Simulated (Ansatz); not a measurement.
**Ti2Si: density, localisation and related maps**

Input file:

```
crystal:
  lattice:
    - [1.7553081253, 1.0134276187, 4.7226330437]
    - [-1.7553081253, 1.0134276187, 4.7226330437]
    - [0.0, -2.0268552373, 4.7226330437]
  atoms:
    - { symbol: Ti, position: [0.263725041, 0.263725041, 0.263725041] }
    - { symbol: Ti, position: [0.736274959, 0.736274959, 0.736274959] }
    - { symbol: Si, position: [0.5, 0.5, 0.5] }
basis:
  ecutwfc: 420
kpoints:
  mp_grid: { grid: [12, 12, 12] }
hamiltonian:
  xc: pbesol
scf:
  occupations: { method: gaussian, width: 0.1 }
output:
  forces: true
  stress: true
  eigenvalues: true
  write_density: true
  write_potential: true
  elf: true
  volumetric_format: npy
relax:
  adjacent_minimum: "off"
  f_tol: 0.01
  max_steps: 60
  cell: { stress_tol: 0.1 }
```

Run with:

```sh
ansatz run input.yaml --threads 1 --pin off --max-ram 2560MiB --backend cpu --events-out ev --progress --plain --runs-dir out
```

Below, planes, directions and counts refer to the conventional cell (a = 3.53 Å, b = 3.53 Å, c = 14.08 Å, α = 90.00°, β = 90.00°, γ = 120.00°).

The fields are those of the run's last geometry, not of the input's.

Space group R-3m; computed without spin polarisation.

Computed with DFT PBEsol, scalar-relativistic, plane waves, PAW (Ansatz).

Core electrons are frozen (PAW), and the valence fields are smoothed inside the atomic spheres.

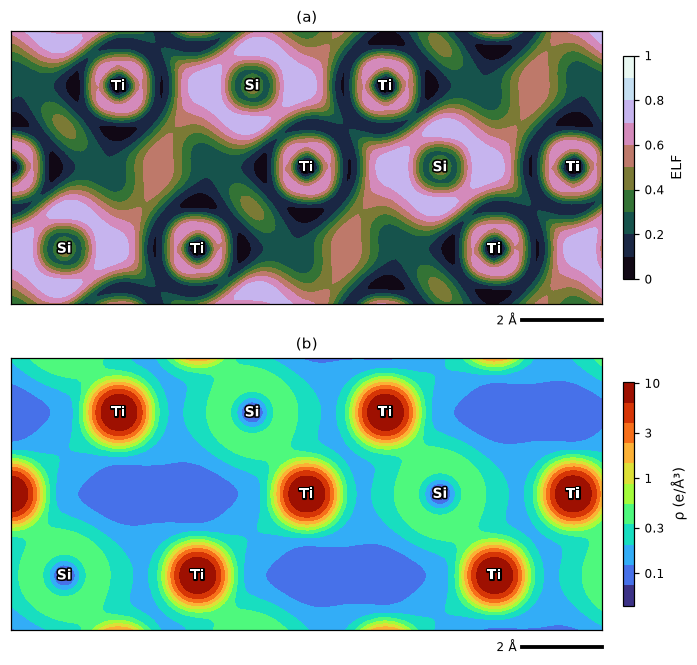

Figure 1. (a) ELF; (b) valence charge density (pseudo) on the (110) plane of the conventional cell.

### Interpret the plot.

The section cuts through Ti and Si sites.
Ti–Si (2.45 Å): the density is about 0.37 e/Å³ at the midpoint; the ELF peaks at about 0.70 in the valence shell of Si, 0.9 Å from its nucleus, and is about 0.40 at the midpoint.
Ti–Ti (2.83 Å): ρ at the midpoint is about 0.19 e/Å³; the ELF is about 0.20 at the midpoint (no localised pair shows between them).
Between the atoms the lowest density in this plane is 0.08 e/Å³.
The features right at Ti lie inside the PAW spheres, where the map follows smoothed inner orbitals and isn't to be read closely.

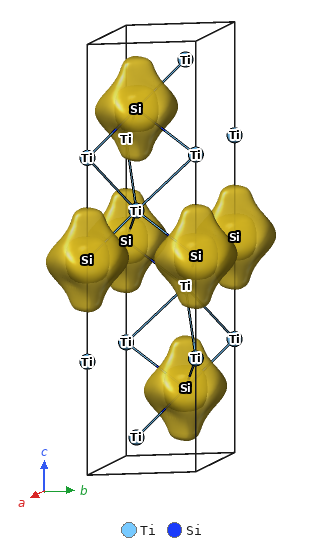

Figure 2. Isosurface of the ELF at 0.65 (yellow), seen slightly off an axis. Only the valence region is drawn (cores and ρ < 0.01 e/Å³ removed). Sticks mark near contacts.

### What do the ELF domains correspond to?

The surface consists of three regions wrapped around Si (the valence shell of each), counted in one cell of 9 atoms. Any copies at cell faces, edges or corners count once.

### Metal or insulator at this level of theory?

It is metallic or semimetallic at this level of theory: no gap opens.
